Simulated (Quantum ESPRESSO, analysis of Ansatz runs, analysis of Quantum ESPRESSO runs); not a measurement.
# Charge-transition level of N on an O site in ZnO (PBE) (Quantum ESPRESSO), part 2 of 4

How near does this set-up come to the measured charge-transition level? Subject: N on an O site in ZnO. Set-up: PBE, SSSP 1.3 efficiency PBE, 32-site cell, PBE lattice, k: the single point 1/4 1/4 1/4 then 2x2x2 shifted, started with the impurity moved along one bond, dielectric constants 3.7 and 8.5 (handbook). The model is a cell of 32 host atoms with 1 O taken out and 1 N put in. The level is the Fermi energy at which two charge states have equal formation energy, after a correction for the images of the charge. Other potentials or another program check that the number doesn't hang on one set of files.

Quantum ESPRESSO 7.5; PBE, SSSP 1.3 efficiency PBE, 32-site cell, PBE lattice, k: the single point 1/4 1/4 1/4 then 2x2x2 shifted, started with the impurity moved along one bond, dielectric constants 3.7 and 8.5 (handbook).

So far: Starting point; Relaxation, charge 0.

### Step 2. Relaxation, charge 0 (continued)

Level of this step: Quantum ESPRESSO plane-wave DFT, PBE, SSSP 1.3 efficiency PBE potentials; relaxation of all atoms of a defect supercell (Quantum ESPRESSO).

The steps of the relaxation (22 of 23):

```tsv
step	energy less that of the first step (eV)
0	0.0000
1	-0.0746
2	-0.1162
3	-0.1428
4	-0.1520
5	-0.1595
6	-0.1680
7	-0.1781
8	-0.1842
9	-0.1891
10	-0.1921
12	-0.1966
13	-0.1980
14	-0.1992
15	-0.2001
16	-0.2006
17	-0.2010
18	-0.2014
19	-0.2018
20	-0.2021
21	-0.2023
22	-0.2025
```

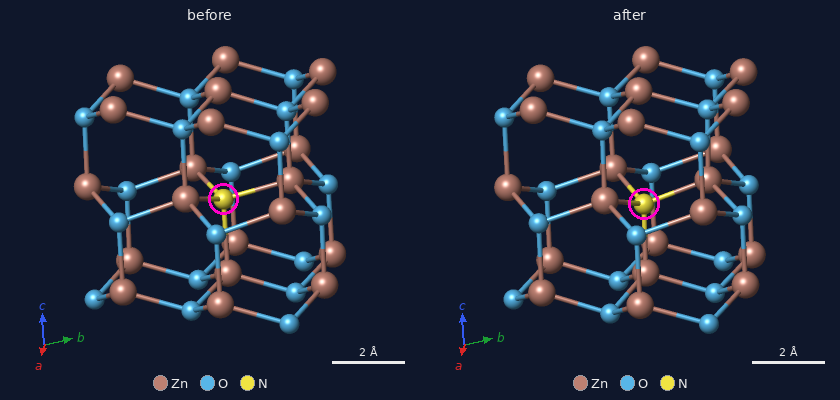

Before and after: the atoms that start within 5 Å of the centre. N20, which moves most, is ringed if it is among them.

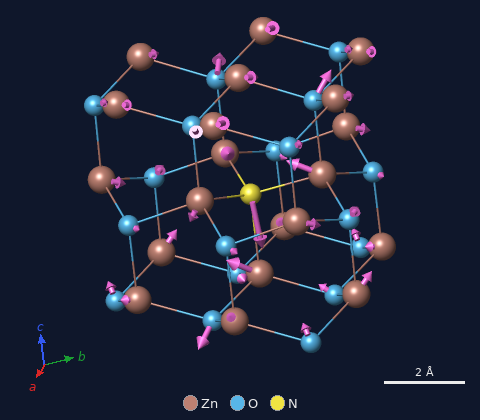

Displacements in the relaxation near the centre, exaggerated; the longest in the cell stands for 0.13 Å.

The atoms that moved most (Å):

```tsv
atom	dx	dy	dz	length
N20	-0.008	0.011	-0.127	0.127
Zn17	0.040	-0.050	0.043	0.077
O7	-0.068	-0.004	0.029	0.074
O19	0.055	-0.022	-0.038	0.070
Zn30	0.011	-0.060	0.032	0.069
Zn6	0.061	0.021	0.023	0.068
O31	-0.028	0.033	0.051	0.067
Zn5	-0.061	0.011	-0.017	0.064
```

Final coordinates:

```xyz
32
Lattice="6.5647 0.0000 0.0000 -3.2824 5.6852 0.0000 0.0000 0.0000 10.5792" Properties=species:S:1:pos:R:3 pbc="T T T"
Zn    0.0153    1.8899    2.6382
Zn    1.6593    0.9395   -0.0043
O     1.6682    0.9466    2.0126
O     0.0035    1.8958    4.6558
Zn   -0.0443    1.9163    7.9200
Zn    1.6920    0.9734    5.2939
O     1.5916    0.9508    7.3246
O     0.0101    1.8935    9.9371
Zn   -1.6613    4.7414    2.6688
Zn    0.0109    3.7796    0.0068
O    -0.0052    3.7862    2.0227
O    -1.6698    4.7532    4.6770
Zn   -1.6763    4.7512    7.9408
Zn   -0.0209    3.8015    5.2683
O    -0.0347    3.8039    7.2919
O    -1.6367    4.7280    9.9608
Zn    3.3412    1.8504    2.6813
Zn    4.9458    0.9320   -0.0235
O     4.9641    0.9170    1.9805
N     3.2759    1.8972    4.6570
Zn    3.2267    1.9182    7.9220
Zn    4.9464    0.9354    5.2554
O     4.8781    0.9644    7.2696
O     3.2943    1.8826    9.9378
Zn    1.6457    4.7183    2.6400
Zn    3.2948    3.7677   -0.0037
O     3.2869    3.7517    2.0147
O     1.6424    4.7333    4.6565
Zn    1.5953    4.7548    7.9212
Zn    3.2892    3.7301    5.3001
O     3.2486    3.8190    7.3281
O     1.6469    4.7240    9.9390
```

Neighbours of N20 at the end:

```tsv
atom	distance (Å)
Zn6	1.941
Zn30	1.942
Zn17	1.977
Zn22	2.018
O23	3.204
O27	3.228
O3	3.237
Zn21	3.265
O4	3.272
O28	3.273
O12	3.282
O31	3.291
O7	3.294
O19	3.313
```

Read from the output:

- total moment: 1.0000 μB
- integral of the absolute spin density: 1.115 μB

From the first step to the last the energy fell by 0.203 eV, and the largest move was 0.13 Å (N20). Judged within 0.08 Å, the space group went from P3m1 to Cm.

### Step 3. Single point, charge 0

The relaxed structure is kept, and the final numbers are taken at the final level and k-points.

This step: Quantum ESPRESSO plane-wave DFT, PBE, SSSP 1.3 efficiency PBE potentials; single point of a defect supercell.

pw.in reads:

```
&CONTROL
  calculation = 'scf'
  prefix = 'pwscf'
  outdir = './tmp'
  pseudo_dir = './pseudo'
  tprnfor = .true.
  disk_io = 'low'
/
&SYSTEM
  ibrav = 0
  nat = 32
  ntyp = 3
  ecutwfc = 60
  ecutrho = 480
  nbnd = 212
  occupations = 'smearing'
  smearing = 'fd'
  degauss = 0.00073499
  nspin = 2
  starting_magnetization(1) = 0.025
  starting_magnetization(2) = 0.0833
  starting_magnetization(3) = 0.1
  tot_magnetization = 1
  nosym = .true.
/
&ELECTRONS
  conv_thr = 3d-08
  electron_maxstep = 100
  mixing_beta = 0.3
/
ATOMIC_SPECIES
Zn    65.3800 Zn_pbe_v1.uspp.F.UPF
O     15.9990 O.pbe-n-kjpaw_psl.0.1.UPF
N     14.0070 N.pbe-n-radius_5.UPF
CELL_PARAMETERS angstrom
   6.5647396443    0.0000000000    0.0000000000
  -3.2823698221    5.6852313552    0.0000000000
   0.0000000000    0.0000000000   10.5792497629
ATOMIC_POSITIONS crystal
Zn     0.1685494905    0.3324232659    0.2493746833
Zn     0.3353863957    0.1652513712   -0.0004018799
O      0.3373674893    0.1665031354    0.1902372908
O      0.1672664628    0.3334597721    0.4400881865
[... 1 atom line left out ...]
Zn     0.3433395679    0.1712068193    0.5004060747
[... 5 atom lines left out ...]
O      0.1636736719    0.8360588627    0.4420945754
[... 4 atom lines left out ...]
Zn     0.6717005779    0.3254710439    0.2534465064
[... 2 atom lines left out ...]
N      0.6658723823    0.3337120936    0.4402000074
Zn     0.6602119319    0.3373987350    0.7488216594
Zn     0.8357445499    0.1645249489    0.4967654987
O      0.8278821956    0.1696256075    0.6871541559
[... 3 atom lines left out ...]
O      0.8306466388    0.6599020239    0.1904434975
O      0.6664750345    0.8325655023    0.4401567649
[... 1 atom line left out ...]
Zn     0.8290949029    0.6561061426    0.5009886215
[... 1 atom line left out ...]
O      0.6663347965    0.8309279418    0.9394816112
K_POINTS automatic
2 2 2 1 1 1
```

pp_potential.in reads:

```
&INPUTPP
  prefix = 'pwscf'
  outdir = './tmp'
  filplot = 'potential.dat'
  plot_num = 11
/
&PLOT
  nfile = 1
  filepp(1) = 'potential.dat'
  iflag = 3
  output_format = 6
  fileout = 'potential.cube'
/
```

Launch:

```bash
$ OMP_NUM_THREADS=1 mpirun -n 4 pw.x -nk 2 -in pw.in > pw.out
$ OMP_NUM_THREADS=1 mpirun -n 4 pp.x -in pp_potential.in > pp_potential.out
```

Output:

```text
[banner, memory and clock lines left out]
          URL

     file O.pbe-n-kjpaw_psl.0.1.UPF: wavefunction(s)  2P renormalized

     bravais-lattice index     =            0
     lattice parameter (alat)  =      12.4056  a.u.
     unit-cell volume          =    2664.5086 (a.u.)^3
     number of atoms/cell      =           32
     number of atomic types    =            3
     number of electrons       =       415.00 (up: 208.00, down: 207.00)
     number of Kohn-Sham states=          212
     kinetic-energy cutoff     =      60.0000  Ry
     charge density cutoff     =     480.0000  Ry
     scf convergence threshold =      3.0E-08
     mixing beta               =       0.3000
     number of iterations used =            8  plain     mixing
     Exchange-correlation= PBE
                           (   1   4   3   4   0   0   0)

     celldm(1)=  12.405560  celldm(2)=   0.000000  celldm(3)=   0.000000
     celldm(4)=   0.000000  celldm(5)=   0.000000  celldm(6)=   0.000000

     crystal axes: (cart. coord. in units of alat)
               a(1) = (   1.000000   0.000000   0.000000 )
               a(2) = (  -0.500000   0.866025   0.000000 )
               a(3) = (   0.000000   0.000000   1.611526 )

     reciprocal axes: (cart. coord. in units 2 pi/alat)
               b(1) = (  1.000000  0.577350 -0.000000 )
               b(2) = (  0.000000  1.154701  0.000000 )
               b(3) = (  0.000000 -0.000000  0.620530 )

     PseudoPot. # 1 for Zn read from file:
     Zn_pbe_v1.uspp.F.UPF
     Pseudo is Ultrasoft, Zval = 20.0
     Generated by new atomic code, or converted to UPF format
     Using radial grid of  943 points,  6 beta functions with:
                l(1) =   0
                l(2) =   0
                l(3) =   1
                l(4) =   1
                l(5) =   2
                l(6) =   2
     Q(r) pseudized with  8 coefficients,  rinner =    1.100   1.100   1.100
                                                       1.100   1.100

     PseudoPot. # 2 for O  read from file:
     O.pbe-n-kjpaw_psl.0.1.UPF
     Pseudo is Projector augmented-wave + core cor, Zval =  6.0
     Generated using "atomic" code by A. Dal Corso  v.5.0.99 svn rev. 10869
     Shape of augmentation charge: BESSEL
     Using radial grid of 1095 points,  4 beta functions with:
                l(1) =   0
                l(2) =   0
                l(3) =   1
                l(4) =   1
     Q(r) pseudized with 0 coefficients

     PseudoPot. # 3 for N  read from file:
     N.pbe-n-radius_5.UPF
     Pseudo is Ultrasoft + core correction, Zval =  5.0
     Generated using "atomic" code by A. Dal Corso  v.5.1
     Using radial grid of 1085 points,  4 beta functions with:
                l(1) =   0
                l(2) =   0
                l(3) =   1
                l(4) =   1
     Q(r) pseudized with 0 coefficients

     atomic species   valence    mass     pseudopotential
     Zn               20.00    65.38000     Zn( 1.00)
     O                 6.00    15.99900     O ( 1.00)
     N                 5.00    14.00700     N ( 1.00)

     Starting magnetic structure
     atomic species   magnetization
     Zn              0.025
     O               0.083
     N               0.100

     No symmetry found

   Cartesian axes

     site n.     atom                  positions (alat units)
         1        Zn     tau(   1) = (   0.0023379   0.2878870   0.4018738  )
         2        Zn     tau(   2) = (   0.2527607   0.1431119  -0.0006476  )
         3        O      tau(   3) = (   0.2541159   0.1441959   0.3065724  )
         4        O      tau(   4) = (   0.0005366   0.2887846   0.7092136  )
         5        Zn     tau(   5) = (  -0.0067529   0.2919143   1.2064411  )
         6        Zn     tau(   6) = (   0.2577362   0.1482695   0.8064175  )
         7        O      tau(   7) = (   0.2424414   0.1448389   1.1157417  )
         8        O      tau(   8) = (   0.0015401   0.2884344   1.5137098  )
         9        Zn     tau(   9) = (  -0.2530602   0.7222532   0.4065343  )
        10        Zn     tau(  10) = (   0.0016642   0.5757415   0.0010412  )
        11        O      tau(  11) = (  -0.0007970   0.5767432   0.3081155  )
        12        O      tau(  12) = (  -0.2543558   0.7240482   0.7124470  )
        13        Zn     tau(  13) = (  -0.2553539   0.7237526   1.2096089  )
        14        Zn     tau(  14) = (  -0.0031891   0.5790752   0.8025112  )
        15        O      tau(  15) = (  -0.0052909   0.5794416   1.1107650  )
        16        O      tau(  16) = (  -0.2493180   0.7202159   1.5173183  )
        17        Zn     tau(  17) = (   0.5089651   0.2818662   0.4084357  )
        18        Zn     tau(  18) = (   0.7533933   0.1419656  -0.0035862  )
        19        O      tau(  19) = (   0.7561743   0.1396820   0.3016890  )
        20        N      tau(  20) = (   0.4990163   0.2890032   0.7093938  )
        21        Zn     tau(  21) = (   0.4915126   0.2921959   1.2067457  )
        22        Zn     tau(  22) = (   0.7534821   0.1424828   0.8005506  )
        23        O      tau(  23) = (   0.7430694   0.1469001   1.1073669  )
        24        O      tau(  24) = (   0.5018227   0.2867759   1.5138106  )
        25        Zn     tau(  25) = (   0.2506876   0.7187349   0.4021544  )
[...]
atom   1 (R=0.122)  charge= 17.3326  magn=  0.0028
     atom   2 (R=0.122)  charge= 17.3328  magn=  0.0031
     atom   3 (R=0.124)  charge=  5.4069  magn=  0.0317
     atom   4 (R=0.124)  charge=  5.4107  magn=  0.0373
     atom   5 (R=0.122)  charge= 17.3338  magn=  0.0036
     atom   6 (R=0.122)  charge= 17.3238  magn=  0.0466
     atom   7 (R=0.124)  charge=  5.4189  magn=  0.0164
     atom   8 (R=0.124)  charge=  5.4153  magn=  0.0061
     atom   9 (R=0.122)  charge= 17.3311  magn=  0.0035
     atom  10 (R=0.122)  charge= 17.3337  magn=  0.0011
[...]
atom  28 (R=0.124)  charge=  5.4090  magn=  0.0388
     atom  29 (R=0.122)  charge= 17.3339  magn=  0.0036
     atom  30 (R=0.122)  charge= 17.3236  magn=  0.0465
     atom  31 (R=0.124)  charge=  5.4197  magn=  0.0157
     atom  32 (R=0.124)  charge=  5.4146  magn=  0.0063

     End of self-consistent calculation

 ------ SPIN UP ------------

          k = 0.2500 0.4330 0.1551 ( 20915 PWs)   bands (ev):

  -115.4923-115.4913-115.3668-115.3104-115.2734-115.2499-115.1947-115.1929
  -115.1881-115.1802-115.1781-115.1758-115.1752-115.1706-115.1605-115.1305
   -69.7066 -69.7056 -69.6675 -69.6660 -69.6478 -69.6471 -69.5908 -69.5333
   -69.5290 -69.5153 -69.5021 -69.4694 -69.4677 -69.4664 -69.4651 -69.4503
   -69.4422 -69.4397 -69.3950 -69.3924 -69.3911 -69.3903 -69.3879 -69.3854
   -69.3836 -69.3802 -69.3800 -69.3770 -69.3764 -69.3749 -69.3748 -69.3737
   -69.3725 -69.3718 -69.3708 -69.3707 -69.3705 -69.3687 -69.3663 -69.3656
   -69.3643 -69.3606 -69.3587 -69.3537 -69.3527 -69.3316 -69.3264 -69.3201
    -9.3745  -9.2354  -9.1187  -9.0978  -9.0479  -9.0061  -8.9459  -8.9104
    -8.8592  -8.8365  -8.8056  -8.7864  -8.7767  -8.7521  -8.7376  -4.9426
     2.3325   2.3605   2.3810   2.4159   2.4355   2.4437   2.4792   2.4870
     2.4923   2.5856   2.6363   2.6590   2.6740   2.6935   2.7033   2.7554
[...]
11.2754  12.1594  12.5980  12.6773

          k = 0.2500 0.4330-0.1551 ( 20915 PWs)   bands (ev):

  -115.4923-115.4913-115.3668-115.3104-115.2734-115.2499-115.1947-115.1929
  -115.1881-115.1802-115.1781-115.1758-115.1752-115.1706-115.1605-115.1305
[...]
11.2750  12.1600  12.5977  12.6783

          k = 0.2500-0.1443 0.1551 ( 20905 PWs)   bands (ev):

  -115.4923-115.4913-115.3668-115.3104-115.2734-115.2499-115.1947-115.1929
  -115.1881-115.1802-115.1781-115.1758-115.1752-115.1706-115.1605-115.1305
[...]
10.2924  11.4624  12.8167  12.9743

          k = 0.2500-0.1443-0.1551 ( 20905 PWs)   bands (ev):

  -115.4923-115.4913-115.3668-115.3104-115.2734-115.2499-115.1947-115.1929
  -115.1881-115.1802-115.1781-115.1758-115.1752-115.1706-115.1605-115.1305
[...]
10.3041  11.4461  12.8329  12.9652

 ------ SPIN DOWN ----------

          k = 0.2500 0.4330 0.1551 ( 20915 PWs)   bands (ev):

  -115.4180-115.4167-115.3021-115.2640-115.2545-115.2435-115.1900-115.1869
  -115.1821-115.1752-115.1730-115.1706-115.1702-115.1651-115.1586-115.1286
[...]
11.3176  12.2029  12.6225  12.7078

          k = 0.2500 0.4330-0.1551 ( 20915 PWs)   bands (ev):

  -115.4180-115.4167-115.3021-115.2640-115.2545-115.2435-115.1900-115.1869
  -115.1821-115.1752-115.1730-115.1706-115.1702-115.1651-115.1586-115.1286
[...]
11.3179  12.2025  12.6220  12.7085

          k = 0.2500-0.1443 0.1551 ( 20905 PWs)   bands (ev):

  -115.4180-115.4167-115.3021-115.2640-115.2545-115.2435-115.1900-115.1869
  -115.1821-115.1752-115.1730-115.1706-115.1702-115.1651-115.1586-115.1286
[...]
10.3405  11.4888  12.8503  12.9894

          k = 0.2500-0.1443-0.1551 ( 20905 PWs)   bands (ev):

  -115.4180-115.4167-115.3021-115.2640-115.2545-115.2435-115.1900-115.1869
  -115.1821-115.1752-115.1730-115.1706-115.1702-115.1651-115.1586-115.1286
[...]
4.8398   4.9507   4.9603   5.0889   5.1411   5.4640   5.6035   5.6764
     5.8222   6.0084   6.0229   6.1584   6.1951   6.4289   6.5052   6.5196
     6.6085   6.6901   6.7394   6.8124   6.8390   7.0034   7.0154   7.0833
     7.1733   7.1810   7.1989   7.2178   7.2458   7.2739   7.3228   7.3881
     7.5311   7.5497   7.7105   7.7208   7.9945   8.0751   8.4190   8.5564
    10.3301  11.4934  12.8517  12.9862

     the spin up/dw Fermi energies are     9.0681    8.4135 ev

!    total energy              =   -8030.92297655 Ry
     estimated scf accuracy    <       0.00000002 Ry
     smearing contrib. (-TS)   =      -0.00035013 Ry
     internal energy E=F+TS    =   -8030.92262642 Ry

     The total energy is F=E-TS. E is the sum of the following terms:
     one-electron contribution =   -6519.70378002 Ry
     hartree contribution      =    3426.23815640 Ry
     xc contribution           =    -793.32399134 Ry
     ewald contribution        =   -4001.38697525 Ry
     one-center paw contrib.   =    -142.74603621 Ry

     total magnetization       =     1.00 Bohr mag/cell
     absolute magnetization    =     1.11 Bohr mag/cell

     convergence has been achieved in  14 iterations

     Forces acting on atoms (cartesian axes, Ry/au):

     atom    1 type  1   force =     0.00198650   -0.00164573    0.00165509
     atom    2 type  1   force =    -0.00262329    0.00092327    0.00280345
     atom    3 type  2   force =    -0.00201915   -0.00355411   -0.00361084
     atom    4 type  2   force =     0.00545216   -0.00025782   -0.00035707
     atom    5 type  1   force =    -0.00161747   -0.00251327    0.00245049
     atom    6 type  1   force =    -0.00826323    0.00598021    0.00459624
     atom    7 type  2   force =     0.00021751    0.00063273   -0.00619005
     atom    8 type  2   force =     0.00191036   -0.00057028   -0.00189560
     atom    9 type  1   force =     0.00098616   -0.00144585   -0.00765032
     atom   10 type  1   force =    -0.00184423    0.00168578    0.00161835
[...]
atom   28 type  2   force =     0.00311958   -0.00508121    0.00018450
     atom   29 type  1   force =     0.00134311    0.00235360    0.00285152
     atom   30 type  1   force =    -0.01038350    0.00408165    0.00372020
     atom   31 type  2   force =    -0.00007169   -0.00019358   -0.00629816
     atom   32 type  2   force =     0.00041704   -0.00157673   -0.00198936

     Total force =     0.040911     Total SCF correction =     0.000658
```

Wall time 8.8 min (4 MPI ranks of Arm Neoverse V1, shared host); peak memory 3 GiB; 35 min of CPU time.

Read from the output:

```yaml
total_moment: 1.000 μB
integral_of_the_absolute_spin_density: 1.106 μB
```

[end of part 2 of 4]

[Logs are printed without paths, hosts, clocks, repeated set-up lines and the standing remarks that a program may print on its own settings, such as how far it seeks lower states.]

[Hosts, paths, dates, database ids (printed as entryN), source tags and the programs' standing remarks are cut or masked in the printed files.]

[For some hosts the program warned that the k-mesh of the response run may be too coarse for force constants and the static dielectric constant; such warnings are not shown here.]
